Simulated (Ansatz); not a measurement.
**Single-point calculation of TaN (part 2 of 2)**

The same run, continued: TaN (P-62m, 6 atoms in the cell); DFT PBE+U, scalar-relativistic, plane waves, PAW, Ueff = 3 eV on Ta atom 1 d; Ueff = 3 eV on Ta atom 2 d; Ueff = 3 eV on Ta atom 3 d, spin-polarised (Ansatz 0.2.0); cutoff 420 eV, 4×4×6 k-mesh, Gaussian smearing of 0.05 eV, collinear spins. The structure derives from an entry of the Crystallography Open Database. It belongs to a series of runs on one base structure; here: random orbitals: harmonics, high filling.

Geometry of the input (Å; fractional positions):
```
5.1960  0.0000  0.0000
-2.5980  4.4999  0.0000
0.0000  0.0000  2.9110
Ta 0.3333  0.6667  0.5000
Ta 0.6667  0.3333  0.5000
Ta 0.0000  0.0000  0.0000
N  0.3928  0.0000  0.0000
N  0.6071  0.6071  0.0000
N  -0.0000  0.3928  0.0000
```

```
SCF converged after 20 iterations
Magnetization: 0.0000 μB (27.0000 up, 27.0000 down)
Absolute magnetization: 0.0000 μB (∫|ρ↑−ρ↓|, with the PAW one-centre terms)
Spin contamination: 0.0000 ħ² per cell (⟨S²⟩ above its minimum at these occupations)
Per-site moments (μB) at R_I (Å): [(6.358674832389123e-6, 0.892213750721576), (4.372675930375278e-6, 0.892213750721576), (2.8593277357472183e-7, 0.8420150719977306), (-6.456347012528454e-7, 0.8420150719977306), (-6.631074304896234e-7, 0.8420150719977306), (-1.1590811583599796e-6, 0.8420150719977306)]
Free energy (F): -30945.355656 eV
Harris-Foulkes:  -30945.355656 eV  (|F-HF|=8.73e-11)
Internal energy: -30945.352173 eV  (E = F + TS)
E sigma→0 (E₀):  -30945.353915 eV
Entropy (-TS):   -0.003483 eV (-0.581 meV/atom)
Fermi energy:    20.032541 eV
--- Per-component energies (eV) ---
  E_band       = -214.485948
  E_kinetic    = 1499.206437
  E_local      = -2029.883075  (includes V_loc(G=0)·N_el)
  E_nonlocal   = 179.878270
  E_hartree    = 688.557973
  E_xc         = -839.556919
  E_vxc        = -846.672787  (∫ρ·V_xc dr)
  E_hubbard    = 10.302018  (on-site DFT+U / exact-exchange correction)
  E_vhub       = 4.065408  (the Hubbard potential's part of the band-sum identity)
  E_paw        = -25572.952018  (= ΣΔE_a)
  E_vpaw       = -398.197107  (= ΣTr[D̂ρ^β])
  E_aug_tail   = 0.000857  (compensation charges beyond the density's cutoff)
  E_ewald      = -4880.905716
  E_smearing   = -0.003483  (= −TS)
  E_closure    = 0.000000  (closes the sum)
  Σ components = -30945.355656   (vs F -30945.355656, Δ=0.00e0)
--- Specified on-site occupations, and those of the state reported ---
  electrons in the specified blocks: 6.3000 specified, 11.0257 found
  site 1 (l=d) ↑: largest change of an orbital's occupation 0.6695; electrons 2.0000 specified, 1.8189 found; spectral distance 0.9494
  site 0 (l=d) ↑: largest change of an orbital's occupation 0.6695; electrons 2.0000 specified, 1.8189 found; spectral distance 0.9494
  site 2 (l=d) ↑: largest change of an orbital's occupation 0.6167; electrons 2.0000 specified, 1.8750 found; spectral distance 0.9560
  site 2 (l=d) ↓: largest change of an orbital's occupation 0.4774; electrons 0.1000 specified, 1.8750 found; spectral distance 0.8057
  site 1 (l=d) ↓: largest change of an orbital's occupation 0.4328; electrons 0.1000 specified, 1.8189 found; spectral distance 0.7795
  site 0 (l=d) ↓: largest change of an orbital's occupation 0.4328; electrons 0.1000 specified, 1.8189 found; spectral distance 0.7795
--- Forces (eV/Å), atoms counted from 1 ---
  atom   1  Ta     0.00000534     0.00001407     0.00000000
  atom   2  Ta    -0.00001010    -0.00000796     0.00000000
  atom   3  Ta     0.00000667    -0.00000510    -0.00000000
  atom   4  N      0.04579074     0.00000006     0.00000000
  atom   5  N     -0.02289394    -0.03965668     0.00000000
  atom   6  N     -0.02289445     0.03965274     0.00000000
  max |Σ_I F_I| component: 4.25e-6 eV/Å
--- Stress (GPa, compression-positive) ---
        7.401515       0.000003       0.000000
        0.000003       7.401486       0.000000
        0.000000       0.000000       8.333794
  P = ⅓ Tr σ = 7.7123 GPa (77.123 kbar)
--- Band table (eV; the first three rows and the last of 80) ---
  k-point 0 ↑: bands = ["-49.7652", "-49.7190", "-49.1497", "-16.5640", "-16.5640", "-16.2230", "-16.2230", "-16.0202", "-15.9132", "-15.8096", "-15.8096", "-15.1553", "1.5084", "4.2997", "4.2997", "10.4921", "13.3352", "13.3352", "13.3541", "14.2828", "14.2828", "14.9390", "14.9390", "15.4932", "16.5309", "17.8812", "19.1180", "19.1180", "20.8215", "20.8215", "21.6457", "21.8873", "21.8873", "22.2908", "23.3612", "23.3612"]
  k-point 1 ↑: bands = ["-49.7542", "-49.7091", "-49.1401", "-16.5288", "-16.5288", "-16.2407", "-16.1835", "-16.1835", "-16.1105", "-15.8077", "-15.8077", "-15.3269", "2.0076", "4.1907", "4.1907", "11.3728", "12.9430", "12.9430", "13.5617", "14.0642", "14.0642", "14.5128", "14.7852", "14.7852", "17.4258", "18.4431", "18.4431", "19.0510", "21.5401", "21.5401", "21.9677", "21.9677", "22.0910", "22.7813", "23.6087", "23.6087"]
  k-point 2 ↑: bands = ["-49.7305", "-49.6884", "-49.1208", "-16.6600", "-16.4890", "-16.4588", "-16.4588", "-16.0974", "-16.0974", "-15.8117", "-15.8117", "-15.6568", "3.1226", "3.9447", "3.9447", "11.8256", "12.3311", "12.3311", "13.2761", "13.2761", "13.3367", "15.0259", "15.0259", "15.1029", "17.7092", "17.7092", "19.9824", "21.6410", "21.6513", "21.6513", "22.2271", "22.2271", "23.2539", "23.4865", "23.4865", "23.9203"]
  k-point 39 ↓: bands = ["-49.7020", "-49.6907", "-49.1076", "-16.8212", "-16.7325", "-16.4516", "-16.3545", "-16.1470", "-16.0191", "-15.8193", "-15.7926", "-15.7887", "3.5294", "3.9224", "4.1790", "11.2745", "12.1667", "12.2554", "12.4571", "12.9795", "13.6992", "14.4714", "15.1376", "15.9538", "16.7806", "18.0001", "19.1014", "20.4990", "21.4609", "23.2288", "23.2735", "23.4020", "23.5573", "24.1512", "24.8104", "25.5134"]
Occupation matrices written to [file]
--- Löwdin populations: 6 sites ---
  site symbol       q [e]    m [muB]
     0     Ta     12.0929     0.0000
     1     Ta     12.0929     0.0000
     2     Ta     12.3364     0.0000
     3      N      5.7279    -0.0000
     4      N      5.7279    -0.0000
     5      N      5.7279    -0.0000
  spilling = 0.005445 (of n_electrons = 54.000000)
--- Occupation matrices: 3 shells (run DFT+U table (all-electron-ortho-atomic); ε = 1.04e-3) ---
  Ta0 d_5D: site group C3h (-6)
  Ta0 d_5D up     Tr n = 1.8189  λ = 0.300 0.300 0.383 0.383 0.453  [2× xz 0.50 E''(1.00) | 2× x2-y2 0.50 E'(1.00) | z2 1.00 A'(1.00)]
  Ta0 d_5D dn     Tr n = 1.8189  λ = 0.300 0.300 0.383 0.383 0.453  [2× xz 0.50 E''(1.00) | 2× x2-y2 0.50 E'(1.00) | z2 1.00 A'(1.00)]
  specified occupation → Ta0 d_5D up: matrix, ‖Δ‖_F = 1.1605, Tr Δ = +0.1811, displaced = 1.2486, d_λ = 0.9494; orbital distance = 1.8708
  specified occupation → Ta0 d_5D dn: matrix, ‖Δ‖_F = 0.7795, Tr Δ = -1.7189, displaced = 0.8595, d_λ = 0.7795; orbital distance = 0.0000
  Ta1 d_5D: site group C3h (-6)
  Ta1 d_5D up     Tr n = 1.8189  λ = 0.300 0.300 0.383 0.383 0.453  [2× xz 0.50 E''(1.00) | 2× x2-y2 0.50 E'(1.00) | z2 1.00 A'(1.00)]
  Ta1 d_5D dn     Tr n = 1.8189  λ = 0.300 0.300 0.383 0.383 0.453  [2× xz 0.50 E''(1.00) | 2× x2-y2 0.50 E'(1.00) | z2 1.00 A'(1.00)]
  specified occupation → Ta1 d_5D up: matrix, ‖Δ‖_F = 1.0912, Tr Δ = +0.1811, displaced = 1.1664, d_λ = 0.9494; orbital distance = 1.5811
  specified occupation → Ta1 d_5D dn: matrix, ‖Δ‖_F = 0.7795, Tr Δ = -1.7189, displaced = 0.8595, d_λ = 0.7795; orbital distance = 0.0000
  Ta2 d_5D: site group D3h (-6m2)
  Ta2 d_5D up     Tr n = 1.8750  λ = 0.336 0.336 0.353 0.353 0.497  [2× x2-y2 0.50 E'(1.00) | 2× xz 0.50 E''(1.00) | z2 1.00 A1'(1.00)]
  Ta2 d_5D dn     Tr n = 1.8750  λ = 0.336 0.336 0.353 0.353 0.497  [2× x2-y2 0.50 E'(1.00) | 2× xz 0.50 E''(1.00) | z2 1.00 A1'(1.00)]
  specified occupation → Ta2 d_5D up: matrix, ‖Δ‖_F = 0.9560, Tr Δ = +0.1250, displaced = 1.0268, d_λ = 0.9560; orbital distance = 0.7071
  specified occupation → Ta2 d_5D dn: matrix, ‖Δ‖_F = 0.8057, Tr Δ = -1.7750, displaced = 0.8875, d_λ = 0.8057; orbital distance = 0.0000
  Tr n, λ and their labels are of the run-group-symmetrised matrices; stabiliser: 24 of 24 elements of G0×{1,Θ} (closed), max defect 1.0e-5 at τ = 2.2e-4
```

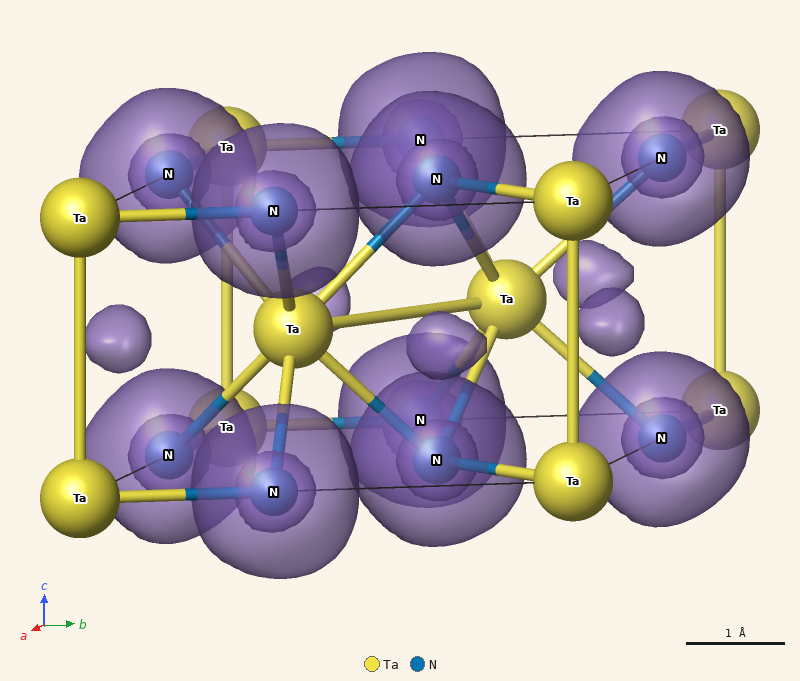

**Figure 1.** Isosurface of the ELF at 0.65 (purple), seen slightly off an axis. Core shells and regions of very low density are left out. Sticks mark near contacts. The outline is the cell set on symmetry axes. Along the contacts the grid gives the following. Ta–N (2.04 Å): the ELF is about 0.30 at the midpoint; a polar contact without a shared pair, in a metal. Ta–Ta (2.91 Å): the ELF is about 0.25 at the midpoint; no shared electron pair. Core electrons are frozen (PAW), so the fields are smoothed inside the atomic spheres.

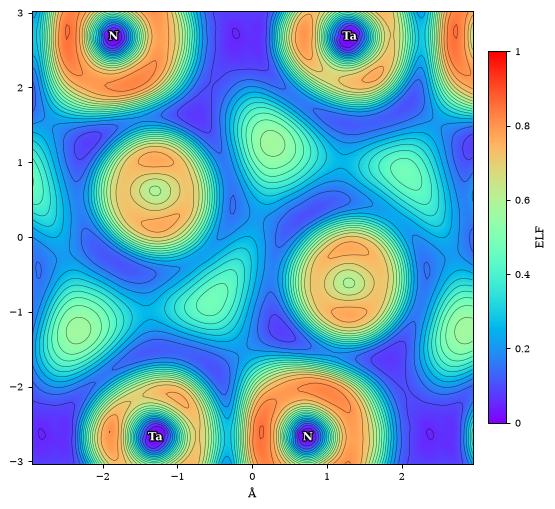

**Figure 2.** Electron localisation function on the (101) plane of the conventional cell. Atoms in the plane: Ta and N. Ta–N (2.04 Å): the ELF is about 0.30 at the midpoint (a polar contact without a shared pair, in a metal). The strong features right at Ta lie inside the PAW spheres (semicore, d or f shells) and say nothing about bonding.

### Key numbers

```json
{"quantity": "outcome", "value": "converged"}
{"quantity": "space group (tolerance 0.01 Å)", "value": "P-62m (189)"}
{"quantity": "electrons treated", "value": "54"}
{"quantity": "free energy", "value": "−30945.3557 eV"}
{"quantity": "Fermi energy", "value": "20.033 eV"}
{"quantity": "gap on the k-point mesh", "value": "none (metallic)"}
{"quantity": "net moment of the cell", "value": "0.00 μB"}
{"quantity": "integrated absolute moment", "value": "0.00 μB"}
{"quantity": "pressure", "value": "7.71 GPa"}
{"quantity": "largest force (length of the vector)", "value": "0.046 eV/Å"}
{"quantity": "wall time", "value": "60 s (CPU time 2 min)"}
{"quantity": "peak memory", "value": "0.51 GiB"}
```

### Remarks

The program warns: some starting moments were not kept; the typed occupations were not kept; the occupation matrices lower the symmetry. Spin–orbit coupling is left out, which matters for Ta. The cell is under a pressure of 7.7 GPa at this level, so it is not at its equilibrium volume.
